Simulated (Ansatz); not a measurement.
## Run report: TaC, geometry relaxation (part 1 of 2)

TaC (slab, 8 atoms in the cell), computed with DFT PBEsol, scalar-relativistic, plane waves, PAW, no spin polarisation (Ansatz 0.2.0).

The structure derives from an entry of the Crystallography Open Database. The input holds or restrains some coordinates. Forces given for the steps count only the free coordinates. It belongs to a series of runs on one base structure; here: clean slab, lower half held.

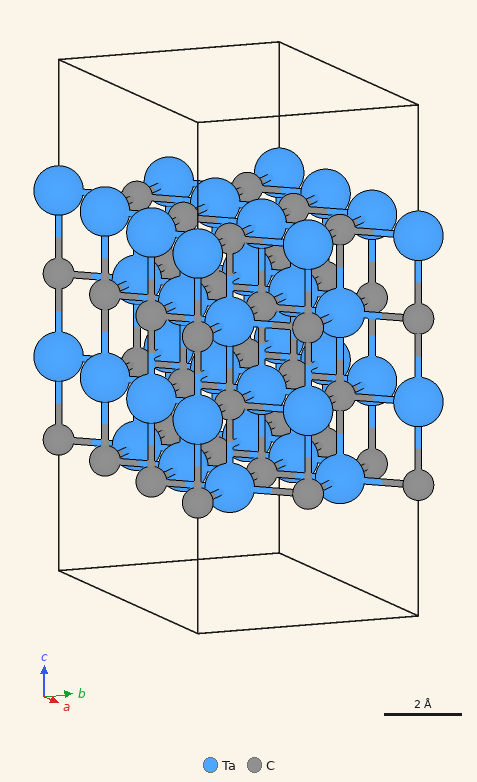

Fig. 1: The input geometry (ball-and-stick view of the 3 × 2 repeat of the cell, with the vacuum cut short, seen slightly off an axis). An atom can appear more than once, as a periodic image. Near neighbours in the periodic cell (some may lie outside the picture): Ta has 5 C at 2.22 Å; C has 5 Ta at 2.22 Å; Ta has 6 C at 2.22 Å; C has 6 Ta at 2.22 Å.

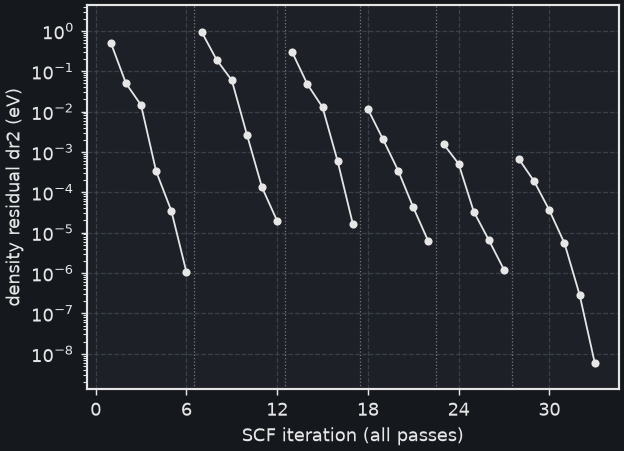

Fig. 2: Convergence of the self-consistent field: density residual dr2 against the SCF iteration. The dotted lines part the SCF passes of the relaxation: geometry steps, rejected trials and re-solves on a re-selected basis. The 6 passes take 5 to 6 iterations each, 33 in all.

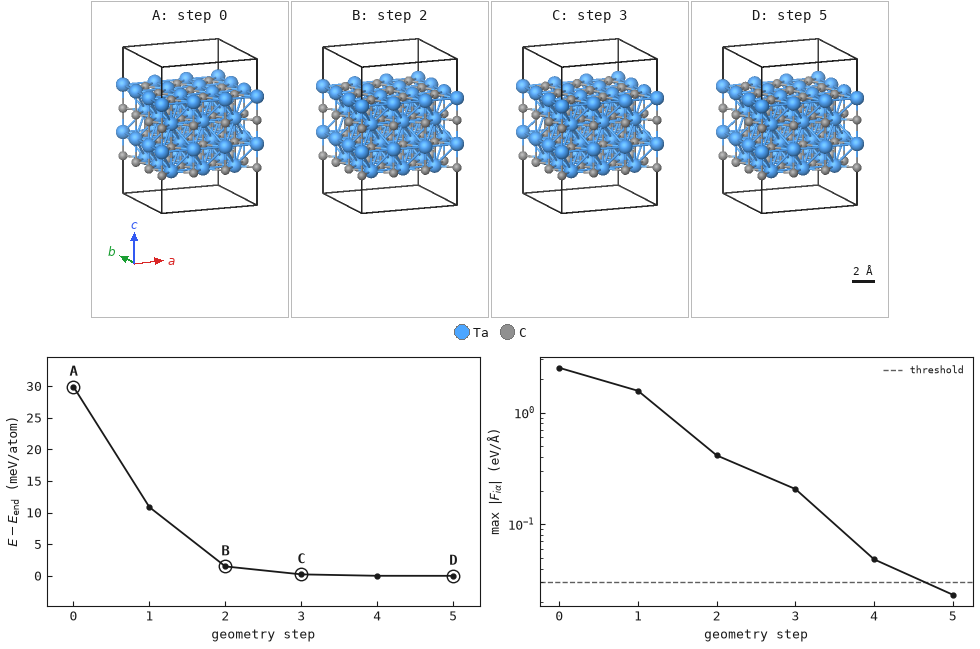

Fig. 3: Frames of the restrained relaxation (ball-and-stick view of the 3 × 3 repeat of the cell, with the vacuum cut short, seen slightly off an axis) above the curves, on which the letters mark them (the first geometry is step 0 here and step 1 in the log).

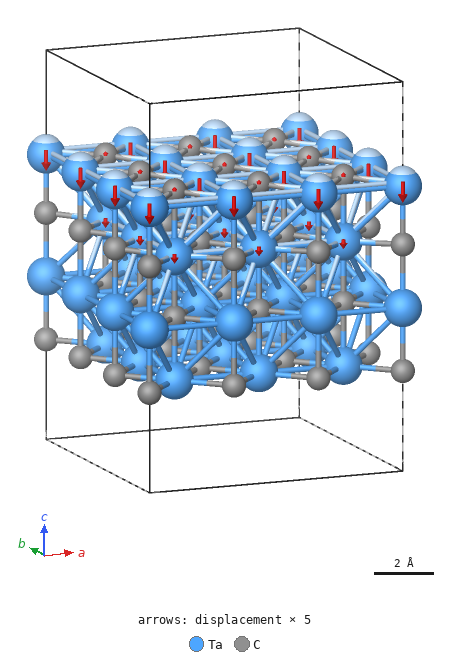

Fig. 4: Start (faint) and end (solid) with the displacements as red arrows, magnified 5 times (ball-and-stick view of the 3 × 3 repeat of the cell, with the vacuum cut short, seen slightly off an axis). After 5 geometry steps the energy has fallen by 29.9 meV per atom. Largest force component: 2.5 eV/Å at the start, 0.023 eV/Å at the end. Ta7 moves most: 0.15 Å. By element the largest moves are Ta 0.15 Å, C 0.03 Å. The cell stays as it was. Distances before and after: C6–Ta7 2.220 → 2.054 Å, Ta5–C8 2.220 → 2.317 Å, C4–Ta5 2.220 → 2.153 Å, Ta5–Ta7 3.139 → 3.083 Å. Among the angles that change: Ta7–C8–Ta7 180.0° → 170.8°, Ta5–C8–Ta7 90.0° → 85.4°, Ta5–C6–Ta5 180.0° → 175.6°. (Atoms are counted from 1 in the order of the input.)

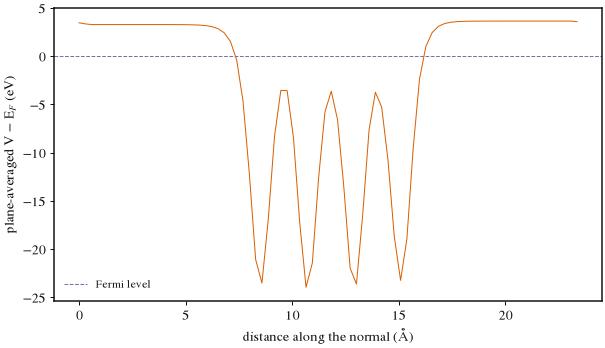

Fig. 5: Plane average of the electrostatic potential energy of an electron across the cell, from the Fermi level. The vacuum level lies 3.65 eV above the Fermi level on the upper side and 3.29 eV on the lower.

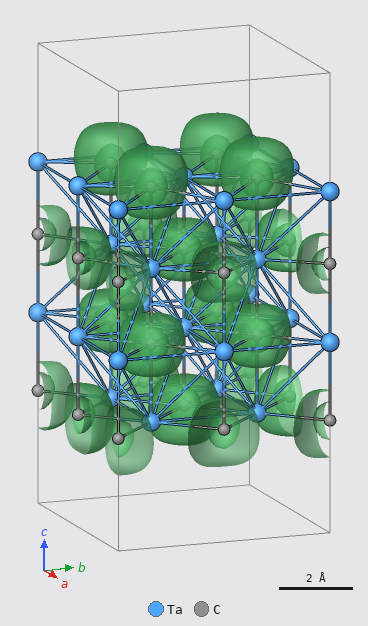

Fig. 6: Isosurface of the ELF at 0.65 (green), seen slightly off an axis. Core shells and regions of very low density are left out. Sticks mark near contacts. Values along the shortest contacts: Ta–C (2.05 Å): the ELF is about 0.35 at the midpoint. Ta–Ta (3.08 Å): the ELF is about 0.30 at the midpoint (no shared electron pair). The fields are those of the smooth PAW valence density.

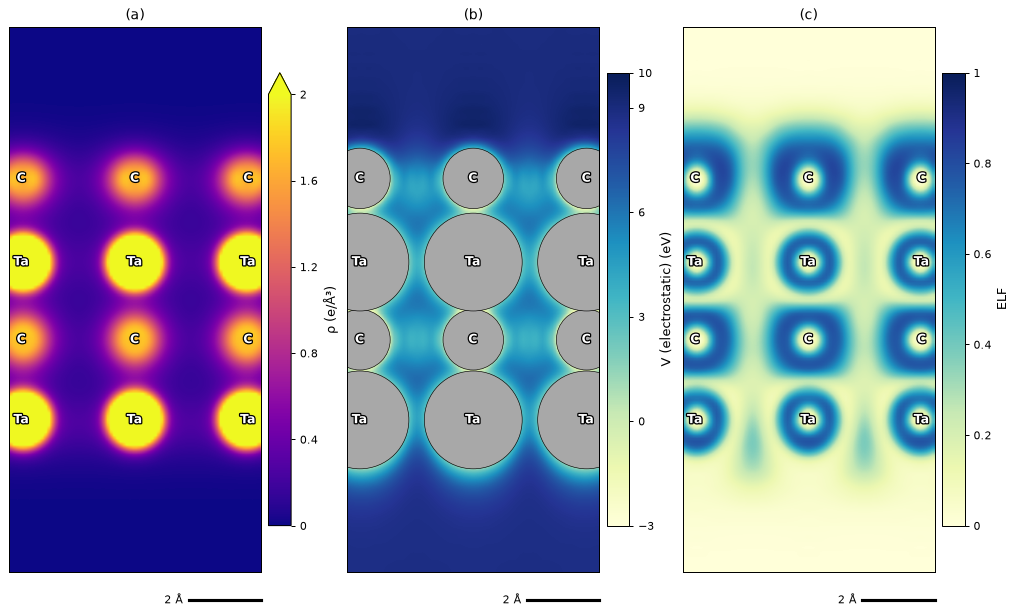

Fig. 7: (a) valence charge density (pseudo); (b) electrostatic potential energy of an electron; (c) electron localisation function on the (100) plane of the calculation cell, a cut from vacuum to vacuum. Grey discs, where drawn, cover atomic cores. Atoms in the plane: Ta and C. Ta–C (2.15 Å): ρ is about 0.66 e/Å³ halfway; the ELF is about 0.25 at the midpoint; a polar contact without a shared pair, in a metal. Ta–C (2.22 Å): the density is about 0.61 e/Å³ at the midpoint; the ELF is about 0.30 at the midpoint (a polar contact without a shared pair, in a metal). Ta–C (2.32 Å): the density is about 0.49 e/Å³ at the midpoint; the ELF is about 0.25 at the midpoint; no shared pair; the contact is polar. Ta–Ta (3.14 Å): ρ at the midpoint is about 0.26 e/Å³; the ELF is about 0.30 at the midpoint; no shared electron pair. The density dies away to nearly zero in the vacuum. The strong features right at Ta lie inside the PAW spheres (semicore, d or f shells) and say nothing about bonding.

The input that produced these results follows, with the program's output.

### Input
```yaml
crystal:
  lattice:
    - [3.1393032033, 0.0, 0.0]
    - [0.0, 3.1393032033, 0.0]
    - [0.0, 0.0, 23.6594677497]
  atoms:
    - { symbol: Ta, position: [0.5, 0.5, 0.3592642104] }
    - { symbol: C, position: [0.0, 0.0, 0.3592642104] }
    - { symbol: Ta, position: [0.0, 0.0, 0.4530880701] }
    - { symbol: C, position: [0.5, 0.5, 0.4530880701] }
    - { symbol: Ta, position: [0.5, 0.5, 0.5469119299] }
    - { symbol: C, position: [0.0, 0.0, 0.5469119299] }
    - { symbol: Ta, position: [0.0, 0.0, 0.6407357896] }
    - { symbol: C, position: [0.5, 0.5, 0.6407357896] }
basis:
  ecutwfc: 420
kpoints:
  mp_grid: { grid: [9, 9, 1] }
hamiltonian:
  xc: pbesol
scf:
  occupations: { method: gaussian, width: 0.1 }
output:
  forces: true
  eigenvalues: true
  write_density: true
  write_potential: true
  elf: true
  volumetric_format: npy
relax:
  adjacent_minimum: "off"
  f_tol: 0.03
  max_steps: 70
  constraints: [{ sites: [0, 1, 2, 3] }]
efield:
  axis: 3
  dipole_correction: true
  ramp_width: 0.04
```

Launch command:
```bash
ansatz run input.yaml --threads 1 --pin off --max-ram 2560MiB --backend cpu --events-out ev --progress --plain --runs-dir out
```

### Output
```
Engine: ansatz 0.2.0, x86_64-unknown-linux-gnu
Pseudopotentials: kind: paw
Pseudopotential: Ta, paw, valence charge 13, recommended cutoff 420 eV (normal), Ta.paw.azcp
Pseudopotential: C, paw, valence charge 4, recommended cutoff 420 eV (normal), C.paw.azcp
Functional definition: PBEsol
  exchange = pbesol_x
  correlation = pbesol_c
Crystal: 8 atoms, lattice volume = 233.169 Å³
Basis set: ecut = 420 eV, 4583 PW (Γ), exchange–correlation on 48×48×320 points (8 copies of the dense FFT grid, shifted against one another)
Bands: 42, of which v1, the nominal top of the filled ones, is band 34 counted from 1 (33 counted from 0)
Symmetry: 8 space group operations
k-points: 15 of 81
Non-local potential: Ta, projectors of the file, l = 0: 3, l = 1: 2, l = 2: 2, l = 3: 1
Non-local potential: C, projectors of the file, l = 0: 2, l = 1: 2, l = 2: 1
PAW form: soft (Blöchl's): semilocal exchange-correlation on the pseudo side does not see the compensation charge
PAW frozen core: Ta, regenerated for the run's functional, and the local potential with it (the file was generated under x = pbe(κ = 0.804, μ = 0.2195149727645171), c = pbe(β = 0.06672455060314922))
PAW frozen core: C, regenerated for the run's functional, and the local potential with it (the file was generated under x = pbe(κ = 0.804, μ = 0.2195149727645171), c = pbe(β = 0.06672455060314922))
PAW one-centre angular grid: Ta, 590 points (default); XC on 64 Gauss nodes
PAW one-centre angular grid: C, 110 points (default); XC on 64 Gauss nodes
Initial density: superposition of atomic densities (neutral atoms: chi_scale 0, normalization atom), corrected by the library's trained network
Initial wavefunctions: pseudopotential atomic-orbital guess
Functional: x = pbesol(κ = 0.804, μ = 0.12345679012345678), c = pbesol(β = 0.046)
SCF iter   1: F=—  HF=-40215.392586 eV  |F-HF|=—  |Δ(HF+E_count)|=         —  Δρ=8.22e-3  dr2=5.09e-1  ethr=1.77e-3  p=-0.000 e·Å  D=-2.85e-14 V/Å  ΔV_dip=0.00 eV  dr2_dipole=1.61e-6  V_vac-E_F(+/−)=3.85/3.85 eV  ⟨swp⟩=8.5  Hψ=3242  notcnv=0
efield: sawtooth ramp at fractional position 0.9800 (placed from the atoms, in the widest stretch of the axis that holds none; the zero of the levels goes with the place), width 0.0400; the density the first Hamiltonian is built on has a dipole p = -0.000 e·Å; the dipole correction subtracts the counter field D = -2.85e-14 V/Å, which shifts the + side's vacuum level by +0.00 eV against the − side's; the planar-averaged density in the ramp window peaks in size at 1.5e-5 e/Å³
preconditioner: auto → LDOS  [metal: Δε(μ)=0.067 eV  Ē_g=7.598 eV  σ=0.100 eV  W_gap=0.36  n_scr=44 (ndim 8)  ℏωp=14.6 eV  f_vac=0.553  D(μ)=6.19/eV (n_scr^D=44)  β→1.0]
SCF iter   2: F=—  HF=-40215.336776 eV  |F-HF|=—  |Δ(HF+E_count)|=   5.58e-2  Δρ=3.60e-3  dr2=5.01e-2  ethr=7.48e-4  p=0.000 e·Å  D=4.51e-6 V/Å  ΔV_dip=-0.00 eV  dr2_dipole=4.96e-7  V_vac-E_F(+/−)=3.55/3.55 eV  ⟨swp⟩=2.1  Hψ=1078  notcnv=0  defer=28
SCF iter   3: F=—  HF=-40215.333283 eV  |F-HF|=—  |Δ(HF+E_count)|=   3.49e-3  Δρ=1.16e-3  dr2=1.45e-2  ethr=7.37e-5  p=0.000 e·Å  D=3.33e-6 V/Å  ΔV_dip=-0.00 eV  dr2_dipole=1.70e-7  V_vac-E_F(+/−)=3.49/3.49 eV  ⟨swp⟩=2.1  Hψ=901  notcnv=0  defer=28
SCF iter   4: F=—  HF=-40215.332121 eV  |F-HF|=—  |Δ(HF+E_count)|=   1.16e-3  Δρ=2.52e-4  dr2=3.28e-4  ethr=2.13e-5  p=0.000 e·Å  D=2.99e-6 V/Å  ΔV_dip=-0.00 eV  dr2_dipole=2.90e-8  V_vac-E_F(+/−)=3.41/3.41 eV  ⟨swp⟩=2.1  Hψ=839  notcnv=0  defer=26
SCF iter   5: F=—  HF=-40215.332106 eV  |F-HF|=—  |Δ(HF+E_count)|=   1.54e-5  Δρ=7.98e-5  dr2=3.50e-5  ethr=4.83e-7  p=0.000 e·Å  D=2.66e-6 V/Å  ΔV_dip=-0.00 eV  dr2_dipole=8.02e-9  V_vac-E_F(+/−)=3.40/3.40 eV  ⟨swp⟩=3.1  Hψ=1201  notcnv=0  defer=26
SCF iter   6: F=-40215.332113 eV  HF=-40215.332113 eV  |F-HF|=3.64e-7  |Δ(HF+E_count)|=   7.23e-6  Δρ=1.83e-5  dr2=1.05e-6  ethr=3.31e-8  p=0.000 e·Å  D=1.66e-6 V/Å  ΔV_dip=-0.00 eV  dr2_dipole=2.02e-9  V_vac-E_F(+/−)=3.40/3.40 eV  ⟨swp⟩=23.8  Hψ=7145  notcnv=0
SCF 1 converged in 6 iterations: F = -40215.332113 eV  dr2 = 1.05e-6
  Residual-converged pass: ⟨swp⟩=1.0  Hψ=690  notcnv=0  max |occ|·‖R‖ = 6.9e-9 eV (tolerance 1.0e-8 eV)  dr2=1.05e-6  dr2_onsite=1.04e-8  max |Δocc| = 4.0e-10
  greatest PAW one-centre occupation: 1.000 electrons in one spin orbital (limit 2), on the Ta atom at site 4 (counted from 0), in its partial waves of l = 0
relax step   1: F+E_penalty+E_count = -40215.33211344 eV  Δ(F+E_penalty+E_count) = +0.000e0 eV  max|allowed force component| = 2.515e0 eV/Å  Δτ_max = 0.0000 Å  (6 SCF iters, dr2 threshold 2.25e-5 eV, accepted)
Initial density: handed on by an earlier stage of this run
Initial wavefunctions: those handed on with the density
iter 1 solved again at ethr=1.35e-3 eV; its pass at ethr=3.10e-3 eV (dr2=9.15e-1 eV) is discarded
SCF iter   1: F=—  HF=-40215.535541 eV  |F-HF|=—  |Δ(HF+E_count)|=         —  Δρ=9.01e-3  dr2=9.51e-1  ethr=1.35e-3  p=0.000 e·Å  D=1.39e-6 V/Å  ΔV_dip=-0.00 eV  dr2_dipole=3.37e-1  V_vac-E_F(+/−)=3.46/3.46 eV  ⟨swp⟩=1.3  Hψ=2515  notcnv=0  defer=24
efield: sawtooth ramp at fractional position 0.9800 (handed on by an earlier solve), width 0.0400; the density the first Hamiltonian is built on has a dipole p = 0.000 e·Å; the dipole correction subtracts the counter field D = 1.39e-6 V/Å, which shifts the + side's vacuum level by -0.00 eV against the − side's; the planar-averaged density in the ramp window peaks in size at 2.7e-6 e/Å³
preconditioner: auto → LDOS  [metal: Δε(μ)=0.029 eV  Ē_g=7.782 eV  σ=0.100 eV  W_gap=0.16  n_scr=44 (ndim 8)  ℏωp=14.6 eV  f_vac=0.563  D(μ)=5.97/eV (n_scr^D=36)  β→1.0]
SCF iter   2: F=—  HF=-40215.496849 eV  |F-HF|=—  |Δ(HF+E_count)|=   3.87e-2  Δρ=3.36e-3  dr2=1.91e-1  ethr=1.35e-3  p=-0.016 e·Å  D=-1.21e-2 V/Å  ΔV_dip=0.29 eV  dr2_dipole=8.52e-2  V_vac-E_F(+/−)=3.63/3.34 eV  ⟨swp⟩=2.1  Hψ=922  notcnv=0  defer=24
SCF iter   3: F=—  HF=-40215.489990 eV  |F-HF|=—  |Δ(HF+E_count)|=   6.86e-3  Δρ=2.14e-3  dr2=5.97e-2  ethr=2.81e-4  p=-0.025 e·Å  D=-1.93e-2 V/Å  ΔV_dip=0.46 eV  dr2_dipole=1.33e-2  V_vac-E_F(+/−)=3.76/3.30 eV  ⟨swp⟩=2.0  Hψ=970  notcnv=0  defer=26
SCF iter   4: F=—  HF=-40215.484740 eV  |F-HF|=—  |Δ(HF+E_count)|=   5.25e-3  Δρ=5.84e-4  dr2=2.69e-3  ethr=8.78e-5  p=-0.028 e·Å  D=-2.17e-2 V/Å  ΔV_dip=0.51 eV  dr2_dipole=8.62e-4  V_vac-E_F(+/−)=3.78/3.27 eV  ⟨swp⟩=2.0  Hψ=893  notcnv=0  defer=28
SCF iter   5: F=—  HF=-40215.484491 eV  |F-HF|=—  |Δ(HF+E_count)|=   2.50e-4  Δρ=1.77e-4  dr2=1.32e-4  ethr=3.96e-6  p=-0.029 e·Å  D=-2.23e-2 V/Å  ΔV_dip=0.53 eV  dr2_dipole=1.34e-5  V_vac-E_F(+/−)=3.80/3.27 eV  ⟨swp⟩=2.7  Hψ=995  notcnv=0  defer=28
SCF iter   6: F=-40215.484494 eV  HF=-40215.484502 eV  |F-HF|=8.35e-6  |Δ(HF+E_count)|=   1.13e-5  Δρ=5.83e-5  dr2=1.95e-5  ethr=1.47e-7  p=-0.028 e·Å  D=-2.20e-2 V/Å  ΔV_dip=0.52 eV  dr2_dipole=7.72e-9  V_vac-E_F(+/−)=3.80/3.28 eV  ⟨swp⟩=22.5  Hψ=7697  notcnv=0
SCF 2 converged in 6 iterations: F = -40215.484494 eV  dr2 = 1.95e-5
  greatest PAW one-centre occupation: 1.000 electrons in one spin orbital (limit 2), on the Ta atom at site 6 (counted from 0), in its partial waves of l = 0
relax step   2: F+E_penalty+E_count = -40215.48449360 eV  Δ(F+E_penalty+E_count) = -1.524e-1 eV  max|allowed force component| = 1.565e0 eV/Å  Δτ_max = 0.1954 Å  (6 SCF iters, dr2 threshold 1.00e-4 eV, accepted)
SCF iter   1: F=—  HF=-40215.571658 eV  |F-HF|=—  |Δ(HF+E_count)|=         —  Δρ=3.62e-3  dr2=2.93e-1  ethr=1.80e-3  p=-0.028 e·Å  D=-2.20e-2 V/Å  ΔV_dip=0.52 eV  dr2_dipole=1.22e-1  V_vac-E_F(+/−)=3.74/3.22 eV  ⟨swp⟩=4.0  Hψ=1272  notcnv=0  defer=31
efield: sawtooth ramp at fractional position 0.9800 (handed on by an earlier solve), width 0.0400; the density the first Hamiltonian is built on has a dipole p = -0.028 e·Å; the dipole correction subtracts the counter field D = -2.20e-2 V/Å, which shifts the + side's vacuum level by +0.52 eV against the − side's; the planar-averaged density in the ramp window peaks in size at 2.8e-6 e/Å³
preconditioner: auto → LDOS  [metal: Δε(μ)=0.015 eV  Ē_g=7.734 eV  σ=0.100 eV  W_gap=0.08  n_scr=44 (ndim 8)  ℏωp=14.6 eV  f_vac=0.560  D(μ)=6.22/eV (n_scr^D=44)  β→1.0]
SCF iter   2: F=—  HF=-40215.563320 eV  |F-HF|=—  |Δ(HF+E_count)|=   8.34e-3  Δρ=1.45e-3  dr2=4.75e-2  ethr=4.31e-4  p=-0.019 e·Å  D=-1.50e-2 V/Å  ΔV_dip=0.35 eV  dr2_dipole=2.07e-2  V_vac-E_F(+/−)=3.63/3.27 eV  ⟨swp⟩=2.1  Hψ=865  notcnv=0  defer=31
SCF iter   3: F=—  HF=-40215.561513 eV  |F-HF|=—  |Δ(HF+E_count)|=   1.81e-3  Δρ=1.18e-3  dr2=1.28e-2  ethr=6.99e-5  p=-0.016 e·Å  D=-1.24e-2 V/Å  ΔV_dip=0.29 eV  dr2_dipole=1.95e-3  V_vac-E_F(+/−)=3.59/3.29 eV  ⟨swp⟩=2.9  Hψ=1270  notcnv=0  defer=31
SCF iter   4: F=—  HF=-40215.559466 eV  |F-HF|=—  |Δ(HF+E_count)|=   2.05e-3  Δρ=2.10e-4  dr2=5.86e-4  ethr=1.89e-5  p=-0.015 e·Å  D=-1.18e-2 V/Å  ΔV_dip=0.28 eV  dr2_dipole=2.18e-4  V_vac-E_F(+/−)=3.58/3.30 eV  ⟨swp⟩=2.0  Hψ=907  notcnv=0  defer=31
SCF iter   5: F=-40215.559462 eV  HF=-40215.559470 eV  |F-HF|=8.11e-6  |Δ(HF+E_count)|=   4.01e-6  Δρ=6.78e-5  dr2=1.67e-5  ethr=1.47e-7  p=-0.015 e·Å  D=-1.16e-2 V/Å  ΔV_dip=0.28 eV  dr2_dipole=3.63e-7  V_vac-E_F(+/−)=3.58/3.30 eV  ⟨swp⟩=23.1  Hψ=7929  notcnv=0
SCF 3 converged in 5 iterations: F = -40215.559462 eV  dr2 = 1.67e-5
relax step   3: F+E_penalty+E_count = -40215.55946207 eV  Δ(F+E_penalty+E_count) = -7.497e-2 eV  max|allowed force component| = 4.130e-1 eV/Å  Δτ_max = 0.0535 Å  (5 SCF iters, dr2 threshold 1.00e-4 eV, accepted)
```
